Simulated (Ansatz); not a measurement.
Run report: Si₁₆O, geometry relaxation (part 1 of 2)

Si₁₆O (defect cell, 17 atoms in the cell), computed with DFT PBE, scalar-relativistic, plane waves, PAW, no spin polarisation (Ansatz 0.2.0).

The structure derives from a Materials Project entry. It belongs to a series of runs on one base structure; here: O interstitial, charge +0, atoms relaxed at the host's cell. Figures and captions count atoms from 1; the log counts them from 0 in places.

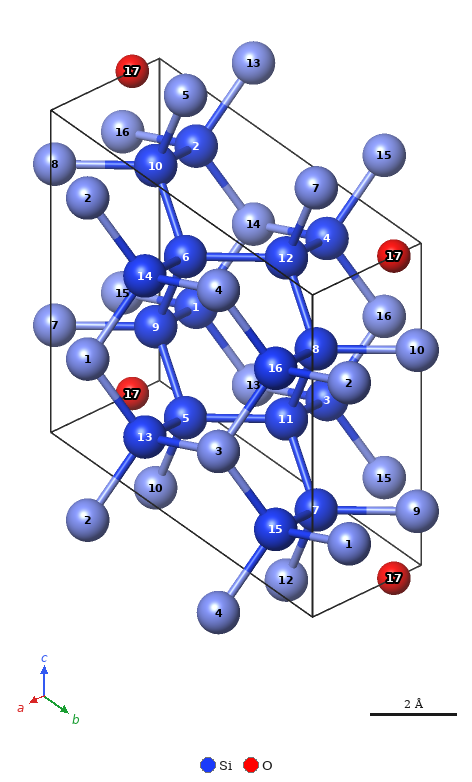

The input geometry (ball-and-stick view of the cell of the calculation, seen slightly off an axis; neighbours outside the cell are drawn fainter; atoms are numbered from 1 in the order of the input).

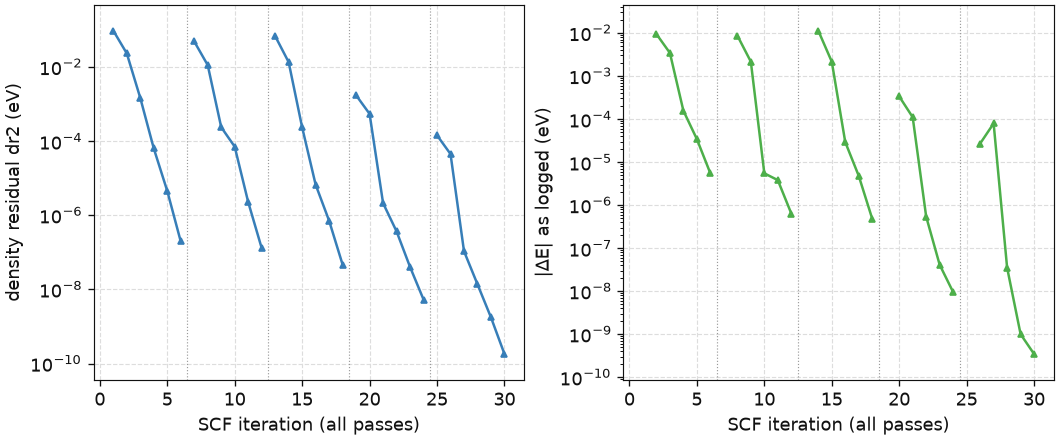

Convergence of the self-consistent field: density residual dr2 and size of the energy change against the SCF iteration. The dotted lines part the SCF passes of the relaxation: geometry steps, rejected trials and re-solves on a re-selected basis. The 5 passes take 6 iterations each, 30 in all.

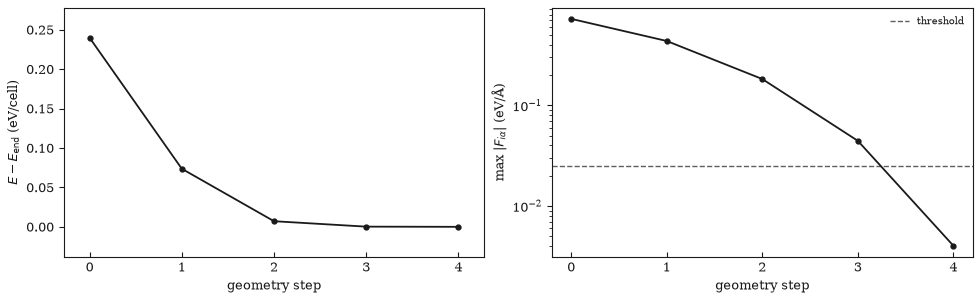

Progress of the relaxation, step by step (the first geometry is step 0 here and step 1 in the log).

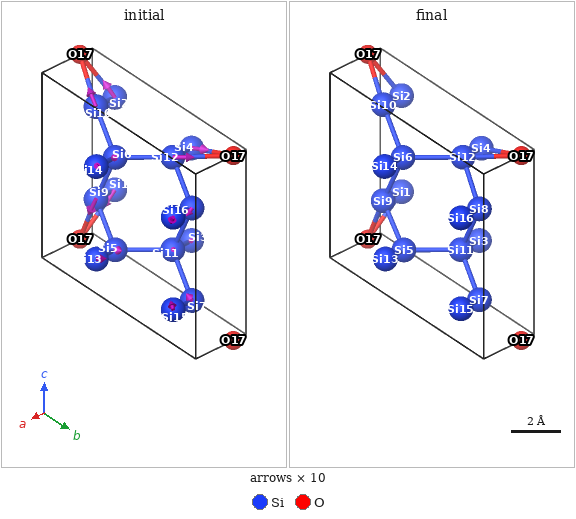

Before (left) and after (right) the relaxation, at one scale (ball-and-stick view of the cell of the calculation, seen slightly off an axis). The pink arrows give the displacements, magnified 10 times. The energy falls by 0.240 eV per cell of the calculation in 4 geometry steps. The largest force component goes from 0.73 to 0.004 eV/Å. The largest moves, 0.091 Å, are those of Si1, Si2, Si4, Si9, Si10 and Si12. O stays in place. The cell doesn't change. Distances before and after: Si1–Si14 2.363 → 2.464 Å, Si10–O17 2.522 → 2.433 Å, Si6–Si14 2.381 → 2.324 Å, Si1–Si9 2.381 → 2.327 Å. Among the angles that change: Si1–Si15–Si4 109.1° → 103.2°, Si14–Si4–Si15 109.1° → 105.9°, Si15–Si4–O17 75.2° → 78.4°. (Atoms are counted from 1 in the order of the input.)

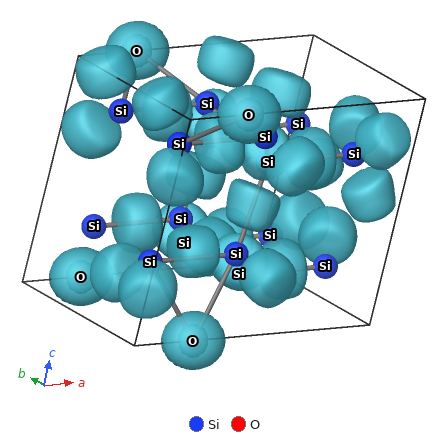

Isosurface of the ELF at 0.75 (cyan), seen slightly off an axis. Only the valence region is drawn (cores and ρ < 0.01 e/Å³ removed). Sticks mark near contacts. The outline is the calculation cell. Along the contacts the grid gives the following. Si–Si (2.32 Å): the ELF peaks at about 0.95 between the atoms, which marks a shared electron pair. In a PAW calculation such maps are meaningful between the atoms, not at the nuclei.

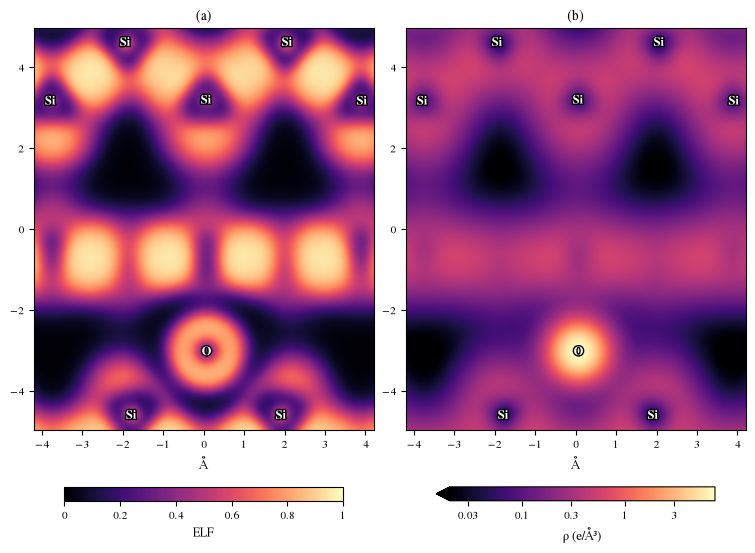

(a) ELF; (b) valence electron density on the (110) plane of the calculation cell. Atoms in the plane: Si and O. Si–Si (2.46 Å): the density is about 0.47 e/Å³ at the midpoint, a local maximum along the line; the ELF peaks at about 0.95 between the atoms (a covalent bond). Away from the nuclei the density in this plane falls to 0.01 e/Å³ at its lowest.

These pictures come from the run below.

## The input
```yaml
crystal:
  lattice:
    - [0.0, 0.0, 6.3650227274]
    - [7.7025612697, 1.0e-10, 0.0]
    - [-3.8512806349, 6.6706137337, 0.0]
  atoms:
    - { symbol: Si, position: [0.0629309403, 0.1666666667, 0.3333333333] }
    - { symbol: Si, position: [0.0629309403, 0.1666666667, 0.8333333333] }
    - { symbol: Si, position: [0.0629309403, 0.6666666667, 0.3333333333] }
    - { symbol: Si, position: [0.0629309403, 0.6666666667, 0.8333333333] }
    - { symbol: Si, position: [0.5629309403, 0.3333333333, 0.1666666667] }
    - { symbol: Si, position: [0.5629309403, 0.3333333333, 0.6666666667] }
    - { symbol: Si, position: [0.5629309403, 0.8333333333, 0.1666666667] }
    - { symbol: Si, position: [0.5629309403, 0.8333333333, 0.6666666667] }
    - { symbol: Si, position: [0.4370690597, 0.1666666667, 0.3333333333] }
    - { symbol: Si, position: [0.4370690597, 0.1666666667, 0.8333333333] }
    - { symbol: Si, position: [0.4370690597, 0.6666666667, 0.3333333333] }
    - { symbol: Si, position: [0.4370690597, 0.6666666667, 0.8333333333] }
    - { symbol: Si, position: [0.9370690597, 0.3333333333, 0.1666666667] }
    - { symbol: Si, position: [0.9370690597, 0.3333333333, 0.6666666667] }
    - { symbol: Si, position: [0.9370690597, 0.8333333333, 0.1666666667] }
    - { symbol: Si, position: [0.9370690597, 0.8333333333, 0.6666666667] }
    - { symbol: O, position: [0.25, 0.0, 0.0] }
  host:
    lattice:
      - [3.8512806348, 0.0, 0.0]
      - [-1.9256403174, 3.3353068669, 0.0]
      - [0.0, 0.0, 6.3650227274]
    atoms:
      - { symbol: Si, position: [0.3333333333, 0.6666666667, 0.0629309403] }
      - { symbol: Si, position: [0.6666666667, 0.3333333333, 0.5629309403] }
      - { symbol: Si, position: [0.3333333333, 0.6666666667, 0.4370690597] }
      - { symbol: Si, position: [0.6666666667, 0.3333333333, 0.9370690597] }
basis:
  ecutwfc: 420
  xc_grid: 2
kpoints:
  mp_grid: { grid: [5, 4, 4], shift: [0.0, 0.0, 0.0] }
hamiltonian:
  xc: pbe
scf:
  occupations: { method: gaussian, width: 0.02 }
output:
  forces: true
  stress: false
  eigenvalues: true
  charged_corrections:
    defect_position: [0.25, 0.0, 0.0]
    epsilon: [[12.6179, 0.0, 0.0], [0.0, 12.6179, 0.0], [0.0, 0.0, 13.7065]]
  write_density: true
  write_potential: true
  elf: true
  volumetric_format: npy
relax:
  adjacent_minimum: "off"
  f_tol: 0.025
  max_steps: 45
```

Launched with:
```bash
ansatz run input.yaml --threads 4 --pin off --max-ram 8192MiB --backend cpu --events-out ev --progress --plain --runs-dir out
```

## Output
```
Engine: ansatz 0.2.0, aarch64-unknown-linux-gnu
Pseudopotentials: kind: paw
Pseudopotential: Si, paw, valence charge 4, recommended cutoff 420 eV (normal), Si.paw.azcp
Pseudopotential: O, paw, valence charge 6, recommended cutoff 420 eV (normal), O.paw.azcp
Functional definition: PBE
  parameter kappa = 0.804
  parameter beta = 0.06672455060314922
  exchange = pbe_x(kappa = kappa, mu = beta*pi^2/3)
  correlation = pbe_c(beta = beta)
Crystal: 17 atoms, lattice volume = 327.040 Å³
Basis set: ecut = 420 eV, 6375 PW (Γ), exchange–correlation on 90×108×108 points (8 copies of the dense FFT grid, shifted against one another)
Bands: 52, of which v1, the nominal top of the filled ones, is band 35 counted from 1 (34 counted from 0)
Symmetry: 12 space group operations
Space group: P-6m2 (ITA 187), of the structure as read, at distance tolerance 6.9e-5 Å
k-points: 12 of 80 (time reversal used)
Non-local potential: Si, projectors of the file, l = 0: 2, l = 1: 2, l = 2: 2
Non-local potential: O, projectors of the file, l = 0: 2, l = 1: 2, l = 2: 1
PAW form: soft (Blöchl's): semilocal exchange-correlation on the pseudo side does not see the compensation charge
PAW one-centre angular grid: Si, 110 points (default); XC on 64 Gauss nodes
PAW one-centre angular grid: O, 110 points (default); XC on 64 Gauss nodes
Initial density: superposition of atomic densities (neutral atoms: chi_scale 0, normalization atom), corrected by the library's trained network
Initial wavefunctions: pseudopotential atomic-orbital guess
Functional: x = pbe(κ = 0.804, μ = 0.2195149727645171), c = pbe(β = 0.06672455060314922)
SCF iter   1: F=—  HF=-10736.444881 eV  |F-HF|=—  |Δ(HF+E_count)|=         —  Δρ=5.07e-3  dr2=9.54e-2  ethr=1.77e-3  ⟨swp⟩=6.4  Hψ=2889  notcnv=0  defer=34
preconditioner: auto → Kerker (q_TF=auto, 2.110 Å⁻¹)  [metal: Δε(μ)=0.019 eV  Ē_g=7.977 eV  σ=0.020 eV  W_gap=0.46  n_scr=46 (ndim 8)  ℏωp=17.2 eV  f_vac=0.000  D(μ)=14.85/eV (n_scr^D=136)]
SCF iter   2: F=—  HF=-10736.435469 eV  |F-HF|=—  |Δ(HF+E_count)|=   9.41e-3  Δρ=1.89e-3  dr2=2.32e-2  ethr=1.36e-4  ⟨swp⟩=1.8  Hψ=748  notcnv=0  defer=104
preconditioner: auto → Resta (q_TF=auto, 2.110 Å⁻¹)  ε∞=5.6  [insulator: Δε(μ)=0.054 eV  Ē_g=7.977 eV  σ=0.020 eV  W_gap=0.61  n_scr=46 (ndim 8)  ℏωp=17.2 eV  f_vac=0.000  D(μ)=16.70/eV (n_scr^D=150)  ε∞_Penn≈5.6]
SCF iter   3: F=—  HF=-10736.432042 eV  |F-HF|=—  |Δ(HF+E_count)|=   3.43e-3  Δρ=4.20e-4  dr2=1.46e-3  ethr=3.31e-5  ⟨swp⟩=2.8  Hψ=925  notcnv=0  defer=116
SCF iter   4: F=—  HF=-10736.431887 eV  |F-HF|=—  |Δ(HF+E_count)|=   1.56e-4  Δρ=1.14e-4  dr2=6.35e-5  ethr=2.08e-6  ⟨swp⟩=2.7  Hψ=919  notcnv=0  defer=116
iter 5 did not close the SCF: its close was put off for the readings that it lacked (scf_convergence_deferred on its scf_iter line)
SCF iter   5: F=-10736.431925 eV  HF=-10736.431921 eV  |F-HF|=4.25e-6  |Δ(HF+E_count)|=   3.41e-5  Δρ=3.13e-5  dr2=4.52e-6  ethr=9.07e-8  ⟨swp⟩=2.5  Hψ=915  notcnv=0  defer=116
SCF iter   6: F=-10736.431927 eV  HF=-10736.431926 eV  |F-HF|=2.91e-7  |Δ(HF+E_count)|=   5.46e-6  Δρ=6.18e-6  dr2=1.96e-7  ethr=6.45e-9  ⟨swp⟩=16.4  Hψ=5540  notcnv=0
SCF 1 converged in 6 iterations: F = -10736.431927 eV  dr2 = 1.96e-7
  greatest PAW one-centre occupation: 0.880 electrons in one spin orbital (limit 2), on the O atom at site 16 (counted from 0), in its partial waves of l = 0
relax step   1: F+E_penalty+E_count = -10736.43192661 eV  Δ(F+E_penalty+E_count) = +0.000e0 eV  max|allowed force component| = 7.253e-1 eV/Å  Δτ_max = 0.0000 Å  (6 SCF iters, dr2 threshold 1.56e-5 eV, accepted)
Initial density: handed on by an earlier stage of this run
Initial wavefunctions: those handed on with the density
iter 1 solved again at ethr=6.83e-5 eV; its pass at ethr=3.10e-3 eV (dr2=4.78e-2 eV) is discarded
SCF iter   1: F=—  HF=-10736.608989 eV  |F-HF|=—  |Δ(HF+E_count)|=         —  Δρ=3.20e-3  dr2=4.87e-2  ethr=6.83e-5  ⟨swp⟩=2.2  Hψ=1949  notcnv=0  defer=121
preconditioner: auto → Resta (q_TF=auto, 2.110 Å⁻¹)  ε∞=5.6  [insulator: Δε(μ)=0.053 eV  Ē_g=8.016 eV  σ=0.020 eV  W_gap=0.75  n_scr=46 (ndim 8)  ℏωp=17.2 eV  f_vac=0.000  D(μ)=6.82/eV (n_scr^D=44)  ε∞_Penn≈5.6]
SCF iter   2: F=—  HF=-10736.600298 eV  |F-HF|=—  |Δ(HF+E_count)|=   8.69e-3  Δρ=1.60e-3  dr2=1.12e-2  ethr=6.83e-5  ⟨swp⟩=1.2  Hψ=558  notcnv=0  defer=121
SCF iter   3: F=—  HF=-10736.598148 eV  |F-HF|=—  |Δ(HF+E_count)|=   2.15e-3  Δρ=2.53e-4  dr2=2.37e-4  ethr=1.60e-5  ⟨swp⟩=2.4  Hψ=869  notcnv=0  defer=121
SCF iter   4: F=—  HF=-10736.598153 eV  |F-HF|=—  |Δ(HF+E_count)|=   5.47e-6  Δρ=1.24e-4  dr2=7.07e-5  ethr=3.38e-7  ⟨swp⟩=2.0  Hψ=943  notcnv=0  defer=121
iter 5 did not close the SCF: its close was put off for the readings that it lacked (scf_convergence_deferred on its scf_iter line)
SCF iter   5: F=-10736.598150 eV  HF=-10736.598150 eV  |F-HF|=5.54e-8  |Δ(HF+E_count)|=   3.80e-6  Δρ=2.20e-5  dr2=2.27e-6  ethr=1.01e-7  ⟨swp⟩=2.0  Hψ=565  notcnv=0  defer=121
SCF iter   6: F=-10736.598150 eV  HF=-10736.598150 eV  |F-HF|=3.17e-8  |Δ(HF+E_count)|=   6.37e-7  Δρ=5.41e-6  dr2=1.30e-7  ethr=3.24e-9  ⟨swp⟩=16.4  Hψ=5120  notcnv=0
SCF 2 converged in 6 iterations: F = -10736.598150 eV  dr2 = 1.30e-7
relax step   2: F+E_penalty+E_count = -10736.59815031 eV  Δ(F+E_penalty+E_count) = -1.662e-1 eV  max|allowed force component| = 4.371e-1 eV/Å  Δτ_max = 0.0384 Å  (6 SCF iters, dr2 threshold 3.29e-5 eV, accepted)
SCF iter   1: F=—  HF=-10736.678139 eV  |F-HF|=—  |Δ(HF+E_count)|=         —  Δρ=3.81e-3  dr2=6.80e-2  ethr=1.30e-3  ⟨swp⟩=3.4  Hψ=1483  notcnv=0  defer=124
preconditioner: auto → Resta (q_TF=auto, 2.110 Å⁻¹)  ε∞=5.5  [insulator: Δε(μ)=0.083 eV  Ē_g=8.056 eV  σ=0.020 eV  W_gap=0.58  n_scr=46 (ndim 8)  ℏωp=17.2 eV  f_vac=0.000  D(μ)=8.29/eV (n_scr^D=58)  ε∞_Penn≈5.5]
SCF iter   2: F=—  HF=-10736.666855 eV  |F-HF|=—  |Δ(HF+E_count)|=   1.13e-2  Δρ=1.89e-3  dr2=1.35e-2  ethr=9.71e-5  ⟨swp⟩=2.0  Hψ=759  notcnv=0  defer=129
SCF iter   3: F=—  HF=-10736.664706 eV  |F-HF|=—  |Δ(HF+E_count)|=   2.15e-3  Δρ=2.67e-4  dr2=2.35e-4  ethr=1.93e-5  ⟨swp⟩=2.4  Hψ=816  notcnv=0  defer=130
SCF iter   4: F=—  HF=-10736.664677 eV  |F-HF|=—  |Δ(HF+E_count)|=   2.91e-5  Δρ=4.37e-5  dr2=6.68e-6  ethr=3.35e-7  ⟨swp⟩=2.0  Hψ=839  notcnv=0  defer=130
iter 5 did not close the SCF: its close was put off for the readings that it lacked (scf_convergence_deferred on its scf_iter line)
SCF iter   5: F=-10736.664682 eV  HF=-10736.664682 eV  |F-HF|=2.52e-7  |Δ(HF+E_count)|=   4.77e-6  Δρ=1.18e-5  dr2=7.09e-7  ethr=9.55e-9  ⟨swp⟩=2.0  Hψ=872  notcnv=0  defer=130
SCF iter   6: F=-10736.664682 eV  HF=-10736.664682 eV  |F-HF|=1.40e-9  |Δ(HF+E_count)|=   4.80e-7  Δρ=3.20e-6  dr2=4.65e-8  ethr=1.01e-9  ⟨swp⟩=16.6  Hψ=5221  notcnv=0
SCF 3 converged in 6 iterations: F = -10736.664682 eV  dr2 = 4.65e-8
  greatest PAW one-centre occupation: 0.879 electrons in one spin orbital (limit 2), on the O atom at site 16 (counted from 0), in its partial waves of l = 0
relax step   3: F+E_penalty+E_count = -10736.66468224 eV  Δ(F+E_penalty+E_count) = -6.653e-2 eV  max|allowed force component| = 1.830e-1 eV/Å  Δτ_max = 0.0491 Å  (6 SCF iters, dr2 threshold 1.19e-5 eV, accepted)
```
